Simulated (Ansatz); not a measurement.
**CHF3 (trifluoromethane): levels of theory compared**

We compute a comparison of 6 runs (SVWN5/def2-SVPD, r2SCAN/def2-SVPD, wB97X/def2-SVPD, RPA@PBE/def2-SVPD, RPA@PBE0/def2-SVPD, MP2/def2-SVPD) of CHF3 (trifluoromethane). 

Program for the calculation: Ansatz 0.2.0.

51 further runs of the same task are left out: 51 set aside as unsound or not needed.

## 1. The molecule

CHF3 has 5 atoms, charge 0, and is taken as a singlet. As SMILES, `FC(F)F`. The C2–H5 distance was set to 2.404 Å, away from the relaxed value. At this shape a bond of the SMILES string is far longer than usual.

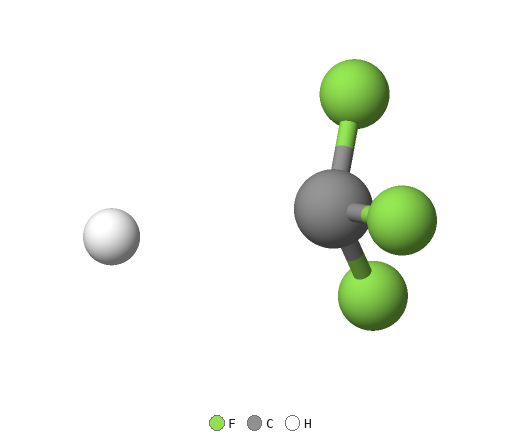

The structure, seen from a chosen angle (fluorine green, carbon grey, hydrogen white).

## 2. A single-point energy at SVWN5/def2-SVPD (run 1)

run.yaml reads:

```yaml
crystal:
  periodic: [false, false, false]
  atoms:
    - {symbol: F, position_ang: [-1.094483, -1.560688, 0.930334]}
    - {symbol: C, position_ang: [-0.406333, -1.174628, -0.142036]}
    - {symbol: F, position_ang: [0.621517, -2.004758, -0.306326]}
    - {symbol: F, position_ang: [-1.198403, -1.266078, -1.208276]}
    - {symbol: H, position_ang: [0.374370, 1.082210, 0.130870]}
basis:
  gaussian:
    orbitals: def2-SVPD
hamiltonian:
  xc: {name: SVWN5}
accuracy: high
output:
  orbitals: {seedname: orbitals}
```

Run with:

```console
$ ansatz run run.yaml --threads 1 --pin off --max-ram 3480MiB --events-out events.jsonl --progress --plain --runs-dir runs
```

Standard output:

```text
Warning: RAYON_NUM_THREADS=1 ignored (pool sized by the plan → 1); use --threads N
Functional definition: SVWN5
  name "SVWN5"
  exchange = slater_x
  correlation = vwn5_c
1966 factors; integrals over basis functions are off by at most 3.2e-9 eV
mean field evaluation 1: about -9130.5936 eV, gradient 3.5e1 eV
mean field evaluation 2: about -9119.0527 eV, gradient 7.8e1 eV
mean field evaluation 4: about -9132.3424 eV, gradient 4.7e0 eV
mean field evaluation 8: about -9132.4396 eV, gradient 2.8e-1 eV
mean field evaluation 16: about -9132.4397 eV, gradient 2.3e-4 eV
mean field -9132.43972938 eV, -335.6109698648 hartree, gradient 4.4e-8 eV, S^2 0.000000; 0 other end points of the search recorded, 0 dependent functions left out
reference -9132.43973268 eV, -335.6109699861 hartree; 17, 17 occupied and 80, 80 virtual orbitals, 1966 factors
Total energy: -9132.43973268 eV, -335.6109699861 hartree
```

It took 3.3 s on 1 thread of Arm Neoverse V2, shared host; peak memory 0.23 GiB.

## 3. The energy at r2SCAN/def2-SVPD (run 2)

job.yaml reads:

```yaml
crystal:
  periodic: [false, false, false]
  atoms:
    - symbol: F
      position_ang: [-1.094483, -1.560688, 0.930334]
    - symbol: C
      position_ang: [-0.406333, -1.174628, -0.142036]
    - symbol: F
      position_ang: [0.621517, -2.004758, -0.306326]
    - symbol: F
      position_ang: [-1.198403, -1.266078, -1.208276]
    - symbol: H
      position_ang: [0.374370, 1.082210, 0.130870]
basis:
  gaussian:
    orbitals: def2-SVPD
magnetization:
  spin_polarized: false
hamiltonian:
  xc: {name: r2SCAN}
output: {orbitals: {seedname: orbitals}}
accuracy: high
```

Run with:

```console
$ ansatz run job.yaml --threads 1 --pin off --max-ram 3480MiB --events-out events.jsonl --progress --plain --runs-dir runs
```

Standard output:

```text
Warning: RAYON_NUM_THREADS=1 ignored (pool sized by the plan → 1); use --threads N
Functional definition: r2SCAN
  name "r2SCAN"
  parameter k0 = 0.174
  parameter k1 = 0.065
  parameter a1 = 4.9479
  exchange = r2scan_x(k0 = k0, k1 = k1, a1 = a1)
  correlation = r2scan_c
1966 factors; integrals over basis functions are off by at most 3.2e-9 eV
mean field evaluation 1: about -9186.9337 eV, gradient 3.6e1 eV
mean field evaluation 2: about -9181.3272 eV, gradient 6.8e1 eV
mean field evaluation 4: about -9188.6040 eV, gradient 7.3e0 eV
mean field evaluation 8: about -9188.7845 eV, gradient 3.8e-1 eV
mean field evaluation 16: about -9188.7850 eV, gradient 5.8e-6 eV
mean field -9188.78501955 eV, -337.6816210863 hartree, gradient 2.1e-8 eV, S^2 0.000000; 0 other end points of the search recorded, 0 dependent functions left out
reference -9188.78502037 eV, -337.6816211162 hartree; 17, 17 occupied and 80, 80 virtual orbitals, 1966 factors
Total energy: -9188.78502037 eV, -337.6816211162 hartree
```

Run time: 9.3 s. Hardware: 1 thread of Arm Neoverse V2, shared host; peak memory 0.27 GiB.

Runs 3 to 5 aren't shown in full; the table further down has their settings and results.

## 4. The energy at MP2/def2-SVPD (run 6)

in.yaml reads:

```yaml
basis:
  gaussian: {orbitals: def2-SVPD}
crystal:
  periodic: [false, false, false]
  atoms:
    - {symbol: F, position_ang: [-1.094483, -1.560688, 0.930334]}
    - {symbol: C, position_ang: [-0.406333, -1.174628, -0.142036]}
    - {symbol: F, position_ang: [0.621517, -2.004758, -0.306326]}
    - {symbol: F, position_ang: [-1.198403, -1.266078, -1.208276]}
    - {symbol: H, position_ang: [0.374370, 1.082210, 0.130870]}
correlation: {method: mp2, frozen_orbitals: {C: 1, F: 1, H: 0}}
accuracy: high
```

Run with:

```console
$ ansatz run in.yaml --threads 1 --pin off --max-ram 3480MiB --events-out events.jsonl --progress --plain --runs-dir runs
```

Standard output (excerpt; [...] marks lines left out):

```text
Warning: RAYON_NUM_THREADS=1 ignored (pool sized by the plan → 1); use --threads N
Functional definition: HF
  name "HF"
[...]
1966 factors; integrals over basis functions are off by at most 3.2e-9 eV
[...]
mean field -9151.03311987 eV, -336.2942643620 hartree, gradient 3.6e-8 eV, S^2 0.000000; 0 other end points of the search recorded, 0 dependent functions left out; unrestricted orbitals would lower it
unrestricted determinant -9153.30813991 eV, -336.3778698067 hartree, S^2 0.9131
4 core orbitals not correlated: weight in the atoms' cores, before any rotation towards them, 1.000 or more for the frozen orbitals, at most 0.000 for the correlated occupied ones
reference -9151.03311987 eV, -336.2942643620 hartree; 13, 13 occupied and 80, 80 virtual orbitals, 1966 factors
second order -20.69521073 eV of doubles, -0.00000000 eV of singles
Total energy: -9171.72833059 eV, -337.0547993286 hartree
```

It took 3.6 s on 1 thread of Arm Neoverse V2, shared host; peak memory 0.28 GiB.

## 5. All runs side by side

```
run               level  frozen core orbitals  energy (Eh)  wall time
  1     SVWN5/def2-SVPD                     –  -335.610970      3.3 s
  2    r2SCAN/def2-SVPD                     –  -337.681621      9.3 s
  3     wB97X/def2-SVPD                     –  -337.736540       17 s
  4   RPA@PBE/def2-SVPD                     4  -337.373602      9.6 s
  5  RPA@PBE0/def2-SVPD                     4  -337.293877       11 s
  6       MP2/def2-SVPD                     4  -337.054799      3.6 s
```

## 6. Outcome

| quantity | value |
| --- | --- |
| run 6: total energy | -337.05480 Eh |
| run 6: correlation energy (4 core orbitals frozen) | -760.5 mEh |

In words: Over runs 1, 2, 3 the HOMO–LUMO gap runs from 2.29 eV (SVWN5/def2-SVPD) to 8.27 eV (wB97X/def2-SVPD). Totals of different functionals can't be ranked against each other. In runs 4, 5, 6 the log says that unrestricted orbitals would lower the reference, so the values rest on an unstable closed-shell determinant (other closed-shell runs at this shape may share the fault). In runs 1, 2, 3, 4, 5, 6 a closed-shell determinant meets a far-stretched bond, which it describes badly. All runs together took 53 s, the longest 17 s.
